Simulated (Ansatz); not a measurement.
**Mercury, alpha-Hg (rhombohedral) under PBE: convergence with the Methfessel-Paxton smearing**

A convergence test of the Methfessel-Paxton smearing width. The geometry was relaxed under PBE beforehand and stays fixed; 7 values are run, from 0.01 to 1.0 eV. Wanted are the values from which on the energy stays within 10 and 1 meV/atom, and the pressure within 0.5 GPa, of the narrowest run. Within the series other settings stay, but some runs also write fields, which adds to their time. Spin polarisation is left out.

Program: Ansatz 0.2.0. Level of theory: DFT PBE, plane waves with PAW, scalar-relativistic. These are calculated values, not measurements.

## (1) Starting point

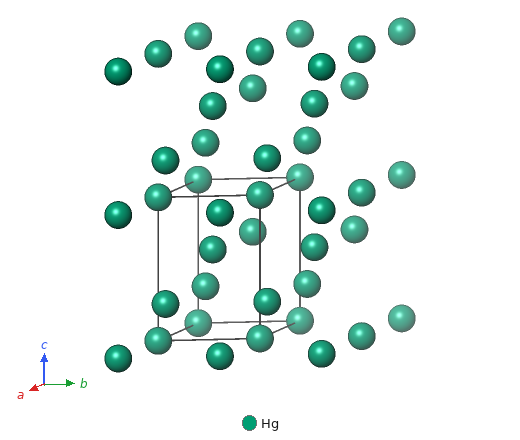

Start, viewed slightly off an axis; mercury teal. 2×2×2 conventional cells are drawn; the run uses a primitive one. Any atoms on the faces are drawn again on the opposite ones.

As a file:

```cif
data_structure
_symmetry_space_group_name_H-M 'P 1'
_symmetry_Int_Tables_number 1
_cell_length_a 3.1079
_cell_length_b 3.1079
_cell_length_c 3.1079
_cell_angle_alpha 83.940
_cell_angle_beta 83.940
_cell_angle_gamma 83.940
_cell_volume 29.55
loop_
_atom_site_label
_atom_site_type_symbol
_atom_site_fract_x
_atom_site_fract_y
_atom_site_fract_z
_atom_site_occupancy
Hg1 Hg 0.00000 0.00000 0.00000 1
```

## (2) With a width of 0.01 eV

The run at 0.01 eV.

input.yaml reads:

```yaml
crystal:
  lattice:
    - [2.0783995336, 1.1999645302, 1.9747385792]
    - [-2.0783995336, 1.1999645302, 1.9747385792]
    - [0.0, -2.3999290604, 1.9747385791]
  atoms:
    - { symbol: Hg, position: [0.0, 1.0, 0.0] }
hamiltonian:
  xc: pbe
  pseudopotentials:
    kind: paw
    azcp:
      Hg: "pseudopotentials/Hg.paw.azcp"
basis:
  ecutwfc: 420
  fft_grid_basis: typed
kpoints:
  mp_grid: { grid: [10, 10, 10], shift: [0, 0, 0] }
magnetization:
  spin_polarized: false
scf:
  occupations: { method: methfessel_paxton, width: 0.01 }
  lower_state_search: "off"
output:
  stress: true
  write_density: true
  write_potential: true
  elf: true
  volumetric_format: npy
```

The run is started by

```
$ ansatz run input.yaml --threads 1 --pin off --max-ram 3584MiB --backend cpu --events-out ev --progress --plain --runs-dir out
```

The log of the run (excerpt; [...] marks lines left out):

```text
[...]
Pseudopotentials: kind: paw
Pseudopotential: Hg, paw, valence charge 20, recommended cutoff 420 eV (normal), <dir>
Functional definition: PBE
[...]
Crystal: 1 atoms, lattice volume = 29.550 Å³
Basis set: ecut = 420 eV, 559 PW (Γ)
Bands: 14, of which v1, the nominal top of the filled ones, is band 10 counted from 1 (9 counted from 0)
Symmetry: 12 space group operations
Space group: R-3m (ITA 166), of the structure as read, at distance tolerance 3.1e-5 Å
k-points: 116 of 1000
[...]
SCF iter   1: F=—  HF=-13813.449283 eV  |F-HF|=—  |Δ(HF+E_count)|=         —  Δρ=6.50e-4  dr2=9.43e-5  ethr=1.77e-3  ⟨swp⟩=5.0  Hψ=8825  notcnv=0
[...]
SCF iter   5: F=-13813.449857 eV  HF=-13813.449857 eV  |F-HF|=1.55e-7  |Δ(HF+E_count)|=   2.27e-6  S|Δr|=    0.00e0  Δρ=9.26e-6  dr2=2.24e-8  ethr=5.00e-10  ⟨swp⟩=10.4  Hψ=10855  notcnv=0
[...]
SCF converged after 5 iterations
Stability not checked: this state was not tested for a lower state beside it, because cold or Methfessel-Paxton smearing, or corrected tetrahedra, fill the levels in a way that the test cannot read (fill_not_monotonic; see scf.lower_state_search)
Free energy (F): -13813.449857 eV
[...]
E sigma→0 (E₀):  -13813.449849 eV
Entropy (-TS):   -0.000033 eV (-0.033 meV/atom)
Fermi energy:    10.870940 eV
[...]
--- Stress (GPa, compression-positive) ---
        0.055235       0.000000       0.000000
        0.000000       0.055235       0.000000
        0.000000       0.000000      -0.268419
  P = ⅓ Tr σ = -0.0526 GPa (-0.526 kbar)
--- Band table (eV; the first three rows and the last of 116) ---
  k-point 0: bands = ["-103.6411", "-52.0731", "-52.0691", "-52.0691", "3.2691", "3.4497", "3.4497", "5.0763", "5.0763", "5.1186", "20.5411", "20.5411", "20.7033", "23.9280"]
[...]
```

Run time: 5.8 s. Hardware: 1 thread of Intel Xeon Platinum 8259CL at 2.50GHz (Skylake/Cascade Lake), shared host; peak memory 0.51 GiB.

## (3) With a width of 0.03 eV

The run at 0.03 eV.

Edit input.yaml of step 2 so:

```diff
@@ -21,3 +21,3 @@
 scf:
-  occupations: { method: methfessel_paxton, width: 0.01 }
+  occupations: { method: methfessel_paxton, width: 0.03 }
   lower_state_search: "off"
@@ -25,5 +25 @@
   stress: true
-  write_density: true
-  write_potential: true
-  elf: true
-  volumetric_format: npy
```

The run is started by

```
$ ansatz run input.yaml --threads 1 --pin off --max-ram 3584MiB --backend cpu --events-out ev --progress --plain --runs-dir out
```

The log of the run (excerpt; [...] marks lines left out):

```text
[...]
Pseudopotentials: kind: paw
Pseudopotential: Hg, paw, valence charge 20, recommended cutoff 420 eV (normal), <dir>
Functional definition: PBE
[...]
Crystal: 1 atoms, lattice volume = 29.550 Å³
Basis set: ecut = 420 eV, 559 PW (Γ)
Bands: 14, of which v1, the nominal top of the filled ones, is band 10 counted from 1 (9 counted from 0)
Symmetry: 12 space group operations
Space group: R-3m (ITA 166), of the structure as read, at distance tolerance 3.1e-5 Å
k-points: 116 of 1000
[...]
SCF iter   1: F=—  HF=-13813.449340 eV  |F-HF|=—  |Δ(HF+E_count)|=         —  Δρ=6.48e-4  dr2=9.36e-5  ethr=1.77e-3  ⟨swp⟩=5.3  Hψ=8739  notcnv=0
[...]
SCF iter   4: F=-13813.449915 eV  HF=-13813.449915 eV  |F-HF|=6.18e-9  |Δ(HF+E_count)|=   8.73e-6  S|Δr|=    0.00e0  Δρ=1.17e-5  dr2=3.42e-8  ethr=5.00e-10  ⟨swp⟩=3.2  Hψ=6700  notcnv=0
[...]
SCF converged after 4 iterations
Stability not checked: this state was not tested for a lower state beside it, because cold or Methfessel-Paxton smearing, or corrected tetrahedra, fill the levels in a way that the test cannot read (fill_not_monotonic; see scf.lower_state_search)
Free energy (F): -13813.449915 eV
[...]
E sigma→0 (E₀):  -13813.449902 eV
Entropy (-TS):   -0.000053 eV (-0.053 meV/atom)
Fermi energy:    10.871920 eV
[...]
--- Stress (GPa, compression-positive) ---
        0.060772       0.000000      -0.000000
        0.000000       0.060772       0.000000
        0.000000       0.000000      -0.264333
  P = ⅓ Tr σ = -0.0476 GPa (-0.476 kbar)
```

Run time: 2.9 s. Hardware: 1 thread of Intel Xeon Platinum 8259CL at 2.50GHz (Skylake/Cascade Lake), shared host; peak memory 0.49 GiB.

## (4) With a width of 0.1 eV

The run at 0.1 eV.

Edit input.yaml of step 3 so:

```diff
@@ -21,3 +21,3 @@
 scf:
-  occupations: { method: methfessel_paxton, width: 0.03 }
+  occupations: { method: methfessel_paxton, width: 0.1 }
   lower_state_search: "off"
```

The run is started by

```
$ ansatz run input.yaml --threads 1 --pin off --max-ram 3584MiB --backend cpu --events-out ev --progress --plain --runs-dir out
```

The log of the run (excerpt; [...] marks lines left out):

```text
[...]
Pseudopotentials: kind: paw
Pseudopotential: Hg, paw, valence charge 20, recommended cutoff 420 eV (normal), <dir>
Functional definition: PBE
[...]
Crystal: 1 atoms, lattice volume = 29.550 Å³
Basis set: ecut = 420 eV, 559 PW (Γ)
Bands: 14, of which v1, the nominal top of the filled ones, is band 10 counted from 1 (9 counted from 0)
Symmetry: 12 space group operations
Space group: R-3m (ITA 166), of the structure as read, at distance tolerance 3.1e-5 Å
k-points: 116 of 1000
[...]
SCF iter   1: F=—  HF=-13813.449450 eV  |F-HF|=—  |Δ(HF+E_count)|=         —  Δρ=6.54e-4  dr2=9.56e-5  ethr=1.77e-3  ⟨swp⟩=5.4  Hψ=8326  notcnv=0
[...]
SCF iter   4: F=-13813.450023 eV  HF=-13813.450023 eV  |F-HF|=7.96e-9  |Δ(HF+E_count)|=   1.01e-5  S|Δr|=    0.00e0  Δρ=1.09e-5  dr2=2.78e-8  ethr=5.00e-10  ⟨swp⟩=3.2  Hψ=6692  notcnv=0
[...]
SCF converged after 4 iterations
Stability not checked: this state was not tested for a lower state beside it, because cold or Methfessel-Paxton smearing, or corrected tetrahedra, fill the levels in a way that the test cannot read (fill_not_monotonic; see scf.lower_state_search)
Free energy (F): -13813.450023 eV
[...]
E sigma→0 (E₀):  -13813.449973 eV
Entropy (-TS):   -0.000202 eV (-0.202 meV/atom)
Fermi energy:    10.888032 eV
[...]
--- Stress (GPa, compression-positive) ---
        0.048435       0.000000       0.000000
        0.000000       0.048435       0.000000
       -0.000000       0.000000      -0.260843
  P = ⅓ Tr σ = -0.0547 GPa (-0.547 kbar)
```

Run time: 2.2 s. Hardware: 1 thread of Intel Xeon Platinum 8259CL at 2.50GHz (Skylake/Cascade Lake), shared host; peak memory 0.5 GiB.

## (5) With a width of 0.2 eV

The run at 0.2 eV.

Edit input.yaml of step 4 so:

```diff
@@ -21,3 +21,3 @@
 scf:
-  occupations: { method: methfessel_paxton, width: 0.1 }
+  occupations: { method: methfessel_paxton, width: 0.2 }
   lower_state_search: "off"
@@ -25 +25,5 @@
   stress: true
+  write_density: true
+  write_potential: true
+  elf: true
+  volumetric_format: npy
```

The run is started by

```
$ ansatz run input.yaml --threads 1 --pin off --max-ram 3584MiB --backend cpu --events-out ev --progress --plain --runs-dir out
```

The log of the run (excerpt; [...] marks lines left out):

```text
[...]
Pseudopotentials: kind: paw
Pseudopotential: Hg, paw, valence charge 20, recommended cutoff 420 eV (normal), <dir>
Functional definition: PBE
[...]
Crystal: 1 atoms, lattice volume = 29.550 Å³
Basis set: ecut = 420 eV, 559 PW (Γ)
Bands: 14, of which v1, the nominal top of the filled ones, is band 10 counted from 1 (9 counted from 0)
Symmetry: 12 space group operations
Space group: R-3m (ITA 166), of the structure as read, at distance tolerance 3.1e-5 Å
k-points: 116 of 1000
[...]
SCF iter   1: F=—  HF=-13813.449401 eV  |F-HF|=—  |Δ(HF+E_count)|=         —  Δρ=6.74e-4  dr2=1.03e-4  ethr=1.77e-3  ⟨swp⟩=4.9  Hψ=8104  notcnv=0
[...]
SCF iter   4: F=-13813.449986 eV  HF=-13813.449986 eV  |F-HF|=7.99e-9  |Δ(HF+E_count)|=   1.06e-5  S|Δr|=    0.00e0  Δρ=1.11e-5  dr2=2.79e-8  ethr=5.00e-10  ⟨swp⟩=7.3  Hψ=11513  notcnv=0
[...]
SCF converged after 4 iterations
Stability not checked: this state was not tested for a lower state beside it, because cold or Methfessel-Paxton smearing, or corrected tetrahedra, fill the levels in a way that the test cannot read (fill_not_monotonic; see scf.lower_state_search)
Free energy (F): -13813.449986 eV
[...]
E sigma→0 (E₀):  -13813.450158 eV
Entropy (-TS):   0.000691 eV (0.691 meV/atom)
Fermi energy:    10.928871 eV
[...]
--- Stress (GPa, compression-positive) ---
        0.007182       0.000000       0.000000
        0.000000       0.007182       0.000000
        0.000000       0.000000      -0.294752
  P = ⅓ Tr σ = -0.0935 GPa (-0.935 kbar)
--- Band table (eV; the first three rows and the last of 116) ---
  k-point 0: bands = ["-103.6423", "-52.0743", "-52.0702", "-52.0702", "3.2689", "3.4488", "3.4488", "5.0753", "5.0753", "5.1177", "20.5409", "20.5409", "20.7030", "23.9282"]
[...]
```

Run time: 4.1 s. Hardware: 1 thread of Intel Xeon Platinum 8259CL at 2.50GHz (Skylake/Cascade Lake), shared host; peak memory 0.49 GiB.

## (6) With a width of 0.3 eV

The run at 0.3 eV.

Edit input.yaml of step 5 so:

```diff
@@ -21,3 +21,3 @@
 scf:
-  occupations: { method: methfessel_paxton, width: 0.2 }
+  occupations: { method: methfessel_paxton, width: 0.3 }
   lower_state_search: "off"
```

The run is started by

```
$ ansatz run input.yaml --threads 1 --pin off --max-ram 3584MiB --backend cpu --events-out ev --progress --plain --runs-dir out
```

The log of the run (excerpt; [...] marks lines left out):

```text
[...]
Pseudopotentials: kind: paw
Pseudopotential: Hg, paw, valence charge 20, recommended cutoff 420 eV (normal), <dir>
Functional definition: PBE
[...]
Crystal: 1 atoms, lattice volume = 29.550 Å³
Basis set: ecut = 420 eV, 559 PW (Γ)
Bands: 14, of which v1, the nominal top of the filled ones, is band 10 counted from 1 (9 counted from 0)
Symmetry: 12 space group operations
Space group: R-3m (ITA 166), of the structure as read, at distance tolerance 3.1e-5 Å
k-points: 116 of 1000
[...]
SCF iter   1: F=—  HF=-13813.448858 eV  |F-HF|=—  |Δ(HF+E_count)|=         —  Δρ=6.62e-4  dr2=9.86e-5  ethr=1.77e-3  ⟨swp⟩=4.7  Hψ=7874  notcnv=0
[...]
SCF iter   4: F=-13813.449443 eV  HF=-13813.449443 eV  |F-HF|=6.51e-9  |Δ(HF+E_count)|=   1.05e-5  S|Δr|=    0.00e0  Δρ=1.10e-5  dr2=2.83e-8  ethr=5.00e-10  ⟨swp⟩=7.4  Hψ=11559  notcnv=0
[...]
SCF converged after 4 iterations
Stability not checked: this state was not tested for a lower state beside it, because cold or Methfessel-Paxton smearing, or corrected tetrahedra, fill the levels in a way that the test cannot read (fill_not_monotonic; see scf.lower_state_search)
Free energy (F): -13813.449443 eV
[...]
E sigma→0 (E₀):  -13813.449945 eV
Entropy (-TS):   0.002010 eV (2.010 meV/atom)
Fermi energy:    10.977646 eV
[...]
--- Stress (GPa, compression-positive) ---
        0.017561       0.000000      -0.000000
        0.000000       0.017561       0.000000
       -0.000000       0.000000      -0.282867
  P = ⅓ Tr σ = -0.0826 GPa (-0.826 kbar)
--- Band table (eV; the first three rows and the last of 116) ---
  k-point 0: bands = ["-103.6417", "-52.0737", "-52.0697", "-52.0697", "3.2690", "3.4492", "3.4492", "5.0758", "5.0758", "5.1181", "20.5410", "20.5410", "20.7031", "23.9282"]
[...]
```

Wall time 4 s (1 thread of Intel Xeon Platinum 8259CL at 2.50GHz (Skylake/Cascade Lake), shared host); peak memory 0.51 GiB.

## (7) With a width of 0.6 eV

The run at 0.6 eV.

Edit input.yaml of step 6 so:

```diff
@@ -21,3 +21,3 @@
 scf:
-  occupations: { method: methfessel_paxton, width: 0.3 }
+  occupations: { method: methfessel_paxton, width: 0.6 }
   lower_state_search: "off"
@@ -25,5 +25 @@
   stress: true
-  write_density: true
-  write_potential: true
-  elf: true
-  volumetric_format: npy
```

The run is started by

```
$ ansatz run input.yaml --threads 1 --pin off --max-ram 3584MiB --backend cpu --events-out ev --progress --plain --runs-dir out
```

The log of the run (excerpt; [...] marks lines left out):

```text
[...]
Pseudopotentials: kind: paw
Pseudopotential: Hg, paw, valence charge 20, recommended cutoff 420 eV (normal), <dir>
Functional definition: PBE
[...]
Crystal: 1 atoms, lattice volume = 29.550 Å³
Basis set: ecut = 420 eV, 559 PW (Γ)
Bands: 14, of which v1, the nominal top of the filled ones, is band 10 counted from 1 (9 counted from 0)
Symmetry: 12 space group operations
Space group: R-3m (ITA 166), of the structure as read, at distance tolerance 3.1e-5 Å
k-points: 116 of 1000
[...]
SCF iter   1: F=—  HF=-13813.446043 eV  |F-HF|=—  |Δ(HF+E_count)|=         —  Δρ=5.84e-4  dr2=7.09e-5  ethr=1.77e-3  ⟨swp⟩=4.5  Hψ=7442  notcnv=0
[...]
SCF iter   4: F=-13813.446619 eV  HF=-13813.446618 eV  |F-HF|=2.07e-7  |Δ(HF+E_count)|=   1.61e-6  S|Δr|=    0.00e0  Δρ=2.52e-5  dr2=7.96e-8  ethr=5.00e-10  ⟨swp⟩=3.0  Hψ=6741  notcnv=0
[...]
SCF converged after 4 iterations
Stability not checked: this state was not tested for a lower state beside it, because cold or Methfessel-Paxton smearing, or corrected tetrahedra, fill the levels in a way that the test cannot read (fill_not_monotonic; see scf.lower_state_search)
Free energy (F): -13813.446619 eV
[...]
E sigma→0 (E₀):  -13813.448053 eV
Entropy (-TS):   0.005735 eV (5.735 meV/atom)
Fermi energy:    11.033917 eV
[...]
--- Stress (GPa, compression-positive) ---
        0.018284       0.000000      -0.000000
        0.000000       0.018284       0.000000
       -0.000000       0.000000      -0.136860
  P = ⅓ Tr σ = -0.0334 GPa (-0.334 kbar)
```

Run time: 2.9 s. Hardware: 1 thread of Intel Xeon Platinum 8259CL at 2.50GHz (Skylake/Cascade Lake), shared host; peak memory 0.5 GiB.

## (8) With a width of 1.0 eV

The run at 1.0 eV.

Edit input.yaml of step 7 so:

```diff
@@ -21,3 +21,3 @@
 scf:
-  occupations: { method: methfessel_paxton, width: 0.6 }
+  occupations: { method: methfessel_paxton, width: 1.0 }
   lower_state_search: "off"
```

The run is started by

```
$ ansatz run input.yaml --threads 1 --pin off --max-ram 3584MiB --backend cpu --events-out ev --progress --plain --runs-dir out
```

The log of the run (excerpt; [...] marks lines left out):

```text
band count auto-derived: 15 (N_el = 20.0; filled up to band 10; 14 by the electrons, moments and atoms)
[...]
Pseudopotentials: kind: paw
Pseudopotential: Hg, paw, valence charge 20, recommended cutoff 420 eV (normal), <dir>
Functional definition: PBE
[...]
Crystal: 1 atoms, lattice volume = 29.550 Å³
Basis set: ecut = 420 eV, 559 PW (Γ)
Bands: 15, of which v1, the nominal top of the filled ones, is band 10 counted from 1 (9 counted from 0)
Symmetry: 12 space group operations
Space group: R-3m (ITA 166), of the structure as read, at distance tolerance 3.1e-5 Å
k-points: 116 of 1000
[...]
SCF iter   1: F=—  HF=-13813.442017 eV  |F-HF|=—  |Δ(HF+E_count)|=         —  Δρ=5.41e-4  dr2=5.56e-5  ethr=1.77e-3  ⟨swp⟩=4.7  Hψ=7819  notcnv=0
[...]
SCF iter   4: F=-13813.442543 eV  HF=-13813.442542 eV  |F-HF|=1.77e-7  |Δ(HF+E_count)|=   1.38e-6  S|Δr|=    0.00e0  Δρ=2.25e-5  dr2=6.52e-8  ethr=5.00e-10  ⟨swp⟩=3.0  Hψ=6959  notcnv=0
[...]
SCF converged after 4 iterations
Stability not checked: this state was not tested for a lower state beside it, because cold or Methfessel-Paxton smearing, or corrected tetrahedra, fill the levels in a way that the test cannot read (fill_not_monotonic; see scf.lower_state_search)
Free energy (F): -13813.442543 eV
[...]
E sigma→0 (E₀):  -13813.445401 eV
Entropy (-TS):   0.011432 eV (11.432 meV/atom)
Fermi energy:    11.011279 eV
[...]
--- Stress (GPa, compression-positive) ---
       -0.003054       0.000000       0.000000
        0.000000      -0.003054       0.000000
        0.000000       0.000000      -0.120770
  P = ⅓ Tr σ = -0.0423 GPa (-0.423 kbar)
```

Run time: 2.2 s. Hardware: 1 thread of Intel Xeon Platinum 8259CL at 2.50GHz (Skylake/Cascade Lake), shared host; peak memory 0.5 GiB.

## (9) The series

Differences are taken from the run at 0.01 eV.

```csv
smearing (eV),F (meV/atom),E(σ → 0) (meV/atom),P (GPa),SCF cycles,CPU time
0.01,0.00,0.00,-0.05,5,5.8 s
0.03,-0.06,-0.05,-0.05,4,2.9 s
0.1,-0.17,-0.12,-0.05,4,2.2 s
0.2,-0.13,-0.31,-0.09,4,4.1 s
0.3,0.41,-0.10,-0.08,4,4 s
0.6,3.24,1.80,-0.03,4,3 s
1.0,7.31,4.45,-0.04,4,2.2 s
```

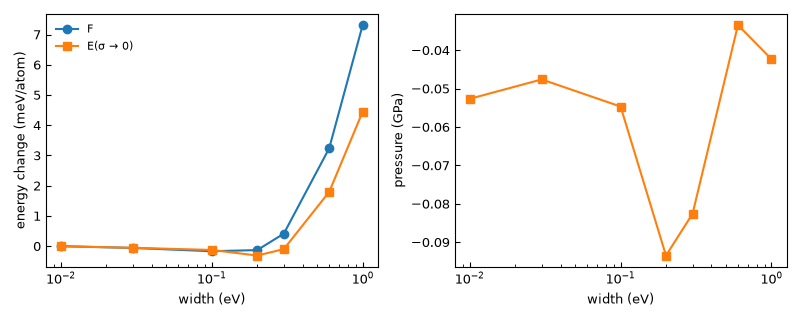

Energy and pressure against the Methfessel-Paxton smearing width.

## (10) Results

```
                                           quantity                       value
       E(σ → 0) stays within 10 meV/atom of 0.01 eV                up to 1.0 eV
                   E(σ → 0) stays within 1 meV/atom                up to 0.3 eV
                      pressure stays within 0.5 GPa                up to 1.0 eV
                                pressure at 0.01 eV                   -0.05 GPa
energy of a separate run on a finer mesh (17×17×17)  +7.9 meV/atom from 0.01 eV
```

At 1.0 eV the energy differs by +4.4 meV/atom and the pressure by 0.0 GPa. Over the range F shifts by +7.3 meV/atom, while E(σ → 0) shifts by +4.4. This scheme cancels the term in the square of the width, so F moves little up to 0.2 eV. The mesh (10×10×10) is fixed, so the narrowest widths carry a k-point error of their own. The yardstick itself is unsettled by 7.9 meV/atom against the finer mesh, so the thresholds above hold only within this series, and wider smearing, which averages over more states, can land nearer the fine-mesh value than the narrowest does.
